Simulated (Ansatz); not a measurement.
System: Gd.

The calculation's input:

```
crystal:
  lattice:
    - [1.6355838399, 0.9443047703, 7.9790432505]
    - [-1.6355838399, 0.9443047703, 7.9790432505]
    - [0.0, -1.8886095406, 7.9790432505]
  atoms:
    - { symbol: Gd, position: [0.0, 0.0, 0.0] }
    - { symbol: Gd, position: [0.2229111, 0.2229111, 0.2229111] }
    - { symbol: Gd, position: [0.7770889, 0.7770889, 0.7770889] }
kpoints:
  mp_grid: { grid: [11, 11, 11] }
scf:
  occupations: { method: fermi_dirac, width: 0.1 }
hamiltonian:
  xc: pbe
  pseudopotentials: { kind: paw }
output:
  forces: true
  stress: true
  eigenvalues: true
  write_density: true
  write_potential: true
  elf: true
  volumetric_format: npy
```

Launched as:

```sh
ansatz run input.yaml --threads 2 --pin off --max-ram 6144MiB --backend cpu --events-out ev --progress --plain --runs-dir out
```

Below, planes, directions and counts refer to the conventional cell (a = 3.27 Å, b = 3.27 Å, c = 23.94 Å, α = 90.00°, β = 90.00°, γ = 120.00°).

Space group R-3m; a structure from a database of computed crystals, not necessarily the ambient phase; computed pressure about 4 GPa in this cell; computed without spin polarisation.

Theory: Ansatz, DFT, PBE, PAW with Ansatz's default frozen-core files, scalar-relativistic.

Q: What will maps of the valence pseudo-density and electron localisation function show?

A: Gd–Gd (3.27 Å): the density is about 0.15 e/Å³ at the midpoint; the ELF is about 0.10 at the midpoint; no shared electron pair shows on this line.
Gd–Gd (3.27 Å): ρ is about 0.15 e/Å³ halfway; the ELF is about 0.10 at the midpoint (no localised pair shows between them).

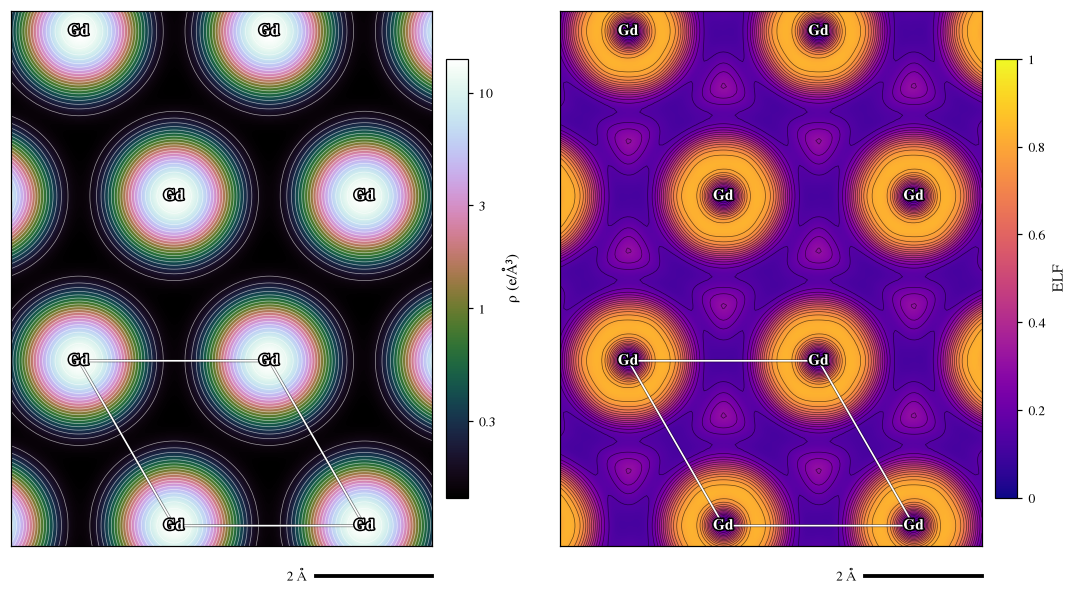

Computed valence pseudo-density and electron localisation function on the (001) plane of the conventional cell, in this order. 

In a PAW calculation such maps are meaningful between the atoms, not at the nuclei.
